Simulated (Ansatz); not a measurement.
Run report: AlGa$_{3}$N$_{4}$, band-structure calculation (part 2 of 2)

Continued. System: AlGa$_{3}$N$_{4}$ (Cm, 8 atoms in the cell). Method: DFT, PBE0, plane waves, PAW, no spin polarisation (Ansatz 0.2.0); cutoff 420 eV, 6×6×4 k-mesh, fixed occupations. The structure was built on a prototype by a generator; it need not be a known phase. The geometry comes from this level: r2SCAN.

Geometry of the input (Å; fractional positions):
```
5.8232  -1.5818  -0.0113
5.8232  1.5818  -0.0113
-2.5659  0.0000  4.8387
Al 1.0012  1.0012  0.3345
Ga 0.2514  0.2514  0.9190
N  0.8162  0.8162  0.1502
N  0.0614  0.0614  0.7216
Ga 0.5006  0.5006  0.8336
Ga 0.7493  0.7493  0.4153
N  0.3114  0.3114  0.6442
N  0.5585  0.5585  0.2317
```

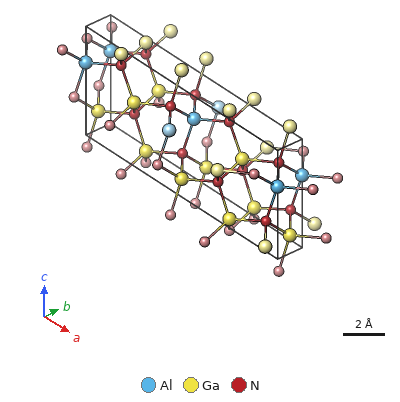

Fig. 1: The input geometry (ball-and-stick view of the cell 2 times as large as that of the calculation, set on its symmetry axes, seen slightly off an axis; neighbours outside the cell are drawn fainter). An atom can appear more than once, as a periodic image.

The program's output, continued
```
SCF iter   1: F=—  HF=-13430.458063 eV  |F-HF|=—  |Δ(HF+E_count)|=         —  Δρ=2.89e-5  dr2=7.88e-7  ethr=9.75e-7  ⟨swp⟩=3.4  Hψ=4156  notcnv=0
preconditioner: auto → none  [insulator: Δε(μ)=4.427 eV  Ē_g=19.199 eV  n_scr=22 (ndim 8)  ℏωp=31.0 eV  f_vac=0.001]
SCF iter   2: F=—  HF=-13430.458068 eV  |F-HF|=—  |Δ(HF+E_count)|=   5.07e-6  Δρ=2.46e-5  dr2=4.25e-7  ethr=7.29e-10  ⟨swp⟩=6.2  Hψ=7684  notcnv=0  defer=50
SCF iter   3: F=—  HF=-13430.458068 eV  |F-HF|=—  |Δ(HF+E_count)|=   1.20e-7  Δρ=6.35e-6  dr2=3.31e-8  ethr=6.08e-10  ⟨swp⟩=3.4  Hψ=4681  notcnv=0  defer=2
SCF iter   4: F=—  HF=-13430.458068 eV  |F-HF|=—  |Δ(HF+E_count)|=   1.35e-7  Δρ=3.89e-6  dr2=1.14e-8  ethr=2.75e-11  ⟨swp⟩=6.0  Hψ=6891  notcnv=0  defer=22
SCF iter   5: F=-13430.458068 eV  HF=-13430.458068 eV  |F-HF|=1.41e-9  |Δ(HF+E_count)|=   1.75e-9  Δρ=1.28e-6  dr2=1.84e-9  ethr=1.72e-11  ⟨swp⟩=3.6  Hψ=4776  notcnv=0  defer=2
SCF 3 converged in 5 iterations: F = -13430.458068 eV  dr2 = 1.84e-9
  Residual-converged pass: ⟨swp⟩=3.0  Hψ=4584  notcnv=0  max |occ|·‖R‖ = 8.5e-7 eV (tolerance 8.9e-7 eV)  dr2=1.85e-9  dr2_onsite=7.97e-11  max |Δocc| = 0.0e0
hybrid outer 2: dexx = +2.104e-6 eV, tail = 5.34e-8 eV, Δε = 3.25e-3 eV (about 8.46e-5 eV left of the loop's levels), ΔF = 1.71e-3 eV/Å (tail 6.13e-4)
NSCF: frozen V_eff on 9 k-points
hybrid SCF converged: 2 outer / 11 inner (+3 warm-up), last move |dexx| = 2.10e-6 eV, tail = 5.34e-8 eV
Stability not checked: this state was not tested for a lower state beside it, because the functional holds exact exchange (a hybrid, or Hartree-Fock), whose exchange loop this test does not read (fock_operator; see scf.lower_state_search)
Free energy (F): -13430.458068 eV
Frozen-core exchange: fock
Harris-Foulkes:  -13430.458068 eV  (|F-HF|=1.41e-9)
Internal energy: -13430.458068 eV  (E = F + TS)
E sigma→0 (E₀):  -13430.458068 eV
Fermi energy:    7.931434 eV
--- Per-component energies (eV) ---
  E_band       = -169.233229
  E_kinetic    = 901.071801
  E_local      = -6608.818897  (includes V_loc(G=0)·N_el)
  E_nonlocal   = 1480.025622
  E_hartree    = 3042.877256
  E_xc         = -376.672253
  E_vxc        = -394.313173  (∫ρ·V_xc dr)
  E_exx        = -229.794696  (= α·E_x^exact, valence–valence)
  E_paw        = -6846.351415  (= ΣΔE_a)
  E_vpaw       = -1173.363423  (= ΣTr[D̂ρ^β])
  E_aug_tail   = 0.000175  (compensation charges beyond the density's cutoff)
  E_ewald      = -4792.849877
  E_core_change = 0.054224  (= ΣΔE_core)
  E_smearing   = -0.000000  (= −TS)
  E_closure    = -0.000007  (closes the sum)
  Σ components = -13430.458068   (vs F -13430.458068, Δ=0.00e0)
--- Forces (eV/Å), atoms counted from 1 ---
  atom   1  Al    -0.01538711     0.00000000     0.01929171
  atom   2  Ga     0.04107048    -0.00000000    -0.00134043
  atom   3  N     -0.03197835     0.00000000    -0.01688117
  atom   4  N     -0.01038465    -0.00000000     0.02217315
  atom   5  Ga    -0.00567786     0.00000000    -0.02600422
  atom   6  Ga     0.01870072    -0.00000000     0.03295777
  atom   7  N     -0.01510938     0.00000000    -0.01018794
  atom   8  N      0.01887472    -0.00000000    -0.01999374
  max |Σ_I F_I| component: 1.09e-4 eV/Å
--- Stress (GPa, compression-positive) ---
       -0.491804       0.000000      -0.143859
        0.000000      -0.195713       0.000000
       -0.143946       0.000000      -0.309789
  P = ⅓ Tr σ = -0.3324 GPa (-3.324 kbar)
--- Band table (eV; the first three rows and the last of 47) ---
  k-point 0: bands = ["-9.4433", "-8.8564", "-8.6010", "-8.4126", "-7.6061", "-7.5895", "-7.5746", "-7.5332", "-7.5132", "-7.4388", "-7.4158", "-7.3642", "-7.3568", "-7.2951", "-7.2878", "-7.2611", "-5.8906", "-5.8225", "-5.3699", "0.4973", "0.8634", "1.2975", "5.8137", "5.8317", "6.0047", "6.1440", "6.8296", "6.8545", "7.8992", "7.9092", "7.9314", "12.3585", "14.5139", "14.5847", "15.1127", "18.0442", "18.7328"]
  k-point 1: bands = ["-9.2617", "-8.8486", "-8.6155", "-8.4190", "-7.5803", "-7.5709", "-7.5331", "-7.5183", "-7.5121", "-7.4531", "-7.4127", "-7.3694", "-7.3520", "-7.3089", "-7.2934", "-7.2749", "-6.2744", "-5.9375", "-5.5562", "1.0107", "1.4569", "2.2012", "5.0585", "5.7364", "5.8034", "6.3803", "6.3954", "6.6085", "6.6528", "7.6227", "7.7471", "13.5642", "14.6414", "15.4012", "15.9004", "18.1485", "18.7413"]
  k-point 2: bands = ["-9.0096", "-8.8492", "-8.6619", "-8.4267", "-7.5687", "-7.5483", "-7.5103", "-7.5013", "-7.4673", "-7.4562", "-7.3847", "-7.3646", "-7.3518", "-7.3007", "-7.2795", "-7.1903", "-6.9744", "-5.9841", "-5.6675", "1.8386", "2.1710", "3.7991", "4.3237", "4.5463", "4.7271", "5.8581", "6.2251", "6.7619", "7.0890", "7.1546", "7.2890", "14.7215", "14.9462", "16.5152", "16.6516", "17.6559", "18.2000"]
  k-point 46: bands = ["-8.9875", "-8.9208", "-8.6087", "-8.4158", "-7.5845", "-7.5584", "-7.5272", "-7.4982", "-7.4646", "-7.4208", "-7.3875", "-7.3568", "-7.3556", "-7.3062", "-7.2751", "-7.1919", "-6.9932", "-5.9070", "-5.7446", "1.8619", "2.2616", "3.7589", "4.1346", "4.4789", "4.7966", "5.9370", "6.1631", "6.8716", "7.0145", "7.2177", "7.3399", "14.8258", "14.8567", "16.5272", "16.9405", "17.0843", "17.8165"]
```

File bands.tsv
```
# k_distance	band_0	band_1	band_2	band_3	band_4	band_5	band_6	band_7	band_8	band_9	band_10	band_11	band_12	band_13	band_14	band_15	band_16	band_17	band_18	band_19	band_20	band_21	band_22	band_23	band_24	band_25	band_26	band_27	band_28	band_29	band_30	band_31	band_32	band_33	band_34	band_35	band_36
# fermi_ev = 7.931434
# lock_threshold_ev = 1e-6
# [0, 0, 0] at k_distance = 0.000000
# [-0.2736835964, 0.2736835964, 0] at k_distance = 1.087100
# [0.2736835964, 0.7263164036, 0] at k_distance = 1.726686
# [0.5, 0.5, 0] at k_distance = 2.625639
# [0.5, 0.5, -0.5] at k_distance = 3.275577
# [0.2500029698, 0.7499970302, -0.5] at k_distance = 4.268591
# [-0.2500029698, 0.2500029698, -0.5] at k_distance = 4.879878
# [0, 0, -0.5] at k_distance = 5.872916
# [0, 0.5, -0.5] at k_distance = 6.911915
# levels_relative_to = fermi_ev
# free_energy_ev = -13430.458068
# largest_residual_norms_ev = 4.513e-4 4.590e-4 3.975e-4 4.712e-4 8.192e-4 1.017e-3 1.009e-3 1.076e-3 9.416e-4 9.467e-4 8.282e-4 8.734e-4 1.254e-3 1.164e-3 9.816e-4 9.226e-4 5.268e-4 5.201e-4 4.775e-4 5.366e-4 6.372e-4 5.514e-4 8.002e-4 6.070e-4 8.710e-4 8.947e-4 1.135e-3 8.548e-4 9.672e-4 7.744e-4 1.223e-3 1.016e-3 8.046e-4 7.061e-4 8.823e-4 1.072e-3 1.209e-3
0.000000	-17.374712	-16.787824	-16.532452	-16.344055	-15.537505	-15.520930	-15.506002	-15.464663	-15.444658	-15.370282	-15.347267	-15.295657	-15.288195	-15.226513	-15.219215	-15.192513	-13.821985	-13.753971	-13.301371	-7.434155	-7.068060	-6.633899	-2.117736	-2.099694	-1.926731	-1.787415	-1.101839	-1.076942	-0.032223	-0.022265	0.000000	4.427113	6.582478	6.653300	7.181217	10.112776	10.801416
1.087100	-16.796495	-16.614870	-16.517976	-16.206024	-15.466585	-15.433539	-15.421092	-15.403601	-15.364539	-15.336347	-15.316203	-15.304583	-15.250053	-15.240420	-15.221942	-14.077094	-13.653222	-13.628227	-12.960720	-6.122071	-5.972606	-5.776835	-5.354446	-4.335169	-3.970430	-3.180639	-3.127688	-2.520140	-2.318275	-1.742397	-1.630805	7.373594	7.977101	8.216688	9.877141	10.308092	10.665572
1.726686	-16.796495	-16.614870	-16.517976	-16.206024	-15.466585	-15.433539	-15.421092	-15.403601	-15.364539	-15.336347	-15.316203	-15.304583	-15.250053	-15.240420	-15.221942	-14.077094	-13.653222	-13.628227	-12.960720	-6.122071	-5.972606	-5.776835	-5.354446	-4.335169	-3.970430	-3.180639	-3.127688	-2.520140	-2.318275	-1.742397	-1.630805	7.373594	7.977101	8.216688	9.877141	10.308092	10.665572
2.625639	-16.984845	-16.826261	-16.601384	-16.385691	-15.522834	-15.519679	-15.472576	-15.435070	-15.374403	-15.362403	-15.307204	-15.255444	-15.234871	-15.230734	-15.185494	-15.184166	-14.993602	-13.882982	-13.168961	-6.752959	-5.417558	-4.396945	-4.280325	-3.695756	-2.830456	-2.288031	-1.144162	-0.801651	-0.637656	-0.376135	-0.363657	6.796220	6.900519	7.414732	7.904361	8.695989	11.055318
3.275577	-16.918893	-16.852204	-16.540165	-16.347218	-15.515931	-15.489808	-15.458670	-15.429607	-15.396036	-15.352283	-15.318965	-15.288264	-15.287051	-15.237684	-15.206506	-15.123291	-14.924602	-13.838457	-13.676081	-6.069532	-5.669825	-4.172489	-3.796799	-3.452573	-3.134791	-1.994432	-1.768312	-1.059838	-0.916976	-0.713750	-0.591501	6.894327	6.925311	8.595763	9.009029	9.152853	9.885110
4.268591	-16.809388	-16.642633	-16.512109	-16.185619	-15.488944	-15.422757	-15.415030	-15.392490	-15.370720	-15.355608	-15.317297	-15.282470	-15.246914	-15.195838	-15.186727	-14.028337	-13.633095	-13.336220	-13.137560	-7.150575	-6.970458	-6.259159	-5.768934	-3.451305	-3.301760	-2.631505	-2.525784	-1.764534	-1.682736	-1.357638	-1.229183	6.401177	6.597965	7.254246	7.504680	9.846183	10.191588
4.879878	-16.809388	-16.642633	-16.512109	-16.185619	-15.488944	-15.422757	-15.415030	-15.392490	-15.370720	-15.355608	-15.317297	-15.282470	-15.246914	-15.195838	-15.186727	-14.028337	-13.633095	-13.336220	-13.137560	-7.150575	-6.970458	-6.259159	-5.768934	-3.451305	-3.301760	-2.631505	-2.525784	-1.764534	-1.682736	-1.357638	-1.229183	6.401177	6.597965	7.254246	7.504680	9.846183	10.191588
5.872916	-16.941077	-16.780675	-16.593306	-16.358137	-15.500168	-15.479763	-15.441748	-15.432745	-15.398767	-15.387636	-15.316183	-15.296027	-15.283205	-15.232169	-15.210983	-15.121717	-14.905839	-13.915512	-13.598931	-6.092858	-5.760413	-4.132295	-3.607759	-3.385142	-3.204294	-2.073292	-1.706287	-1.169580	-0.842393	-0.776823	-0.642472	6.790087	7.014760	8.583814	8.720153	9.724449	10.268517
6.911915	-16.811420	-16.641505	-16.513380	-16.181742	-15.487465	-15.433597	-15.417647	-15.397792	-15.368094	-15.335639	-15.315691	-15.283083	-15.253997	-15.196314	-15.185868	-14.031254	-13.586191	-13.413701	-13.107951	-7.077260	-6.932384	-6.556207	-5.317079	-4.331296	-2.812961	-2.347808	-2.048618	-2.022712	-1.890490	-1.768920	-0.997023	6.521071	6.733904	7.258749	7.882596	8.515094	10.111993
```

File v_z.tsv
```
# z_ang	v_es[eV]	v_tot[eV]
# format = ansatz-planar-average/11
# xc	pbe0
# density_cutoff_ev	1680
# datasets	Al=:simpson_from_first_knot:soft:fock:shift=0	Ga=:simpson_from_first_knot:soft:fock:shift=0	N=:simpson_from_first_knot:soft:fock:shift=0
# lattice	5.823202635	-1.581827258	-0.011316725
# lattice	5.823202635	1.581827258	-0.011316725
# lattice	-2.565880154	0.000000000	4.838679223
# sites	8
# site	13	10.801755760	0.000000000	1.595730695
# site	31	0.569869815	0.000000000	4.441167559
# site	7	9.120020032	0.000000000	0.708309161
# site	7	-1.136411304	0.000000000	3.490328300
# site	31	3.691262639	0.000000000	4.021971824
# site	31	7.661251648	0.000000000	1.992528596
# site	7	1.973881966	0.000000000	3.109839790
# site	7	5.910601185	0.000000000	1.108318603
0.000000	6.831263e0	-1.034860e0
0.136923	7.399292e0	-4.684141e-1
0.273846	7.574174e0	-3.549542e-1
0.410768	7.412969e0	-6.580871e-1
0.547691	6.866704e0	-1.417851e0
0.684614	5.913657e0	-2.598672e0
0.821537	4.736925e0	-3.981334e0
0.958459	3.636357e0	-5.241540e0
1.095382	2.891169e0	-6.107377e0
1.232305	2.603377e0	-6.502316e0
1.369228	2.700739e0	-6.475006e0
1.506151	3.068270e0	-6.109683e0
1.643073	3.541220e0	-5.573230e0
1.779996	3.987156e0	-5.010939e0
1.916919	4.395392e0	-4.416558e0
2.053842	4.697878e0	-3.864059e0
2.190765	4.864234e0	-3.433495e0
2.327687	5.084839e0	-2.949649e0
2.464610	5.521590e0	-2.324950e0
2.601533	6.188743e0	-1.604569e0
2.738456	6.905016e0	-8.888285e-1
2.875378	7.370329e0	-4.725635e-1
3.012301	7.504304e0	-4.766696e-1
3.149224	7.288990e0	-8.860919e-1
3.286147	6.656123e0	-1.756068e0
3.423070	5.662222e0	-3.002548e0
3.559992	4.491787e0	-4.407862e0
3.696915	3.431058e0	-5.669309e0
3.833838	2.745035e0	-6.506106e0
3.970761	2.490301e0	-6.870837e0
4.107683	2.542184e0	-6.870604e0
4.244606	2.785953e0	-6.613955e0
4.381529	3.102235e0	-6.248801e0
4.518452	3.429191e0	-5.829989e0
4.655375	3.766416e0	-5.342416e0
4.792297	4.033820e0	-4.870035e0
4.929220	4.270435e0	-4.393011e0
5.066143	4.653128e0	-3.751443e0
5.203066	5.235087e0	-2.911969e0
5.339989	6.006738e0	-1.945015e0
```

Results in brief

| quantity | value |
| --- | --- |
| outcome | converged |
| space group (tolerance 0.01 Å) | Cm (8) |
| electrons treated | 62 |
| free energy | −13430.4581 eV |
| Fermi energy | 7.931 eV |
| gap on the k-point mesh | 4.43 eV |
| pressure | −0.33 GPa |
| largest force (length of the vector) | 0.041 eV/Å |
| hardware | 4 threads of Arm Neoverse V2, 24 GiB of memory available, shared host |
| wall time | 3.3 min (CPU time 12 min) |
| peak memory | 3.7 GiB |

Notes

The program warns: the exchange loop's threshold is looser than advised for the stress; the SCF threshold is looser than advised for the printed stress.
